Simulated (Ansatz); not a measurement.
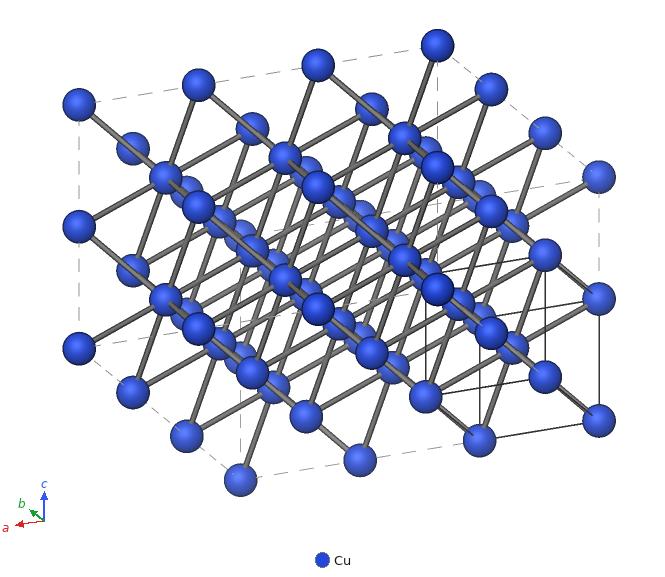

A ball-and-stick rendering, viewed from a general direction. Solid lines give the conventional unit cell, repeated here 3×3×2 times.

Cu, space group Im-3m (No. 229), a = 2.89 Å, b = 2.89 Å, c = 2.89 Å, α = 90.00°, β = 90.00°, γ = 90.00°.

Calculation details: DFT HSE06, scalar-relativistic, plane waves, PAW (Ansatz); a plane-wave cutoff of 600 eV, k-points about 0.31 Å⁻¹ apart, Gaussian smearing of 0.05 eV, no spin polarisation.

**What is the electronic character?**

A metal: bands cross the Fermi level.

**What is the pressure at this volume?**

The computed pressure is 0.0 GPa, close to zero.

It goes back to a structure type filled with this element by a generator (whether the element takes this form wasn't checked). Earlier steps of the study may have refined or changed the cell and positions. A calculation with Ansatz used it as input.
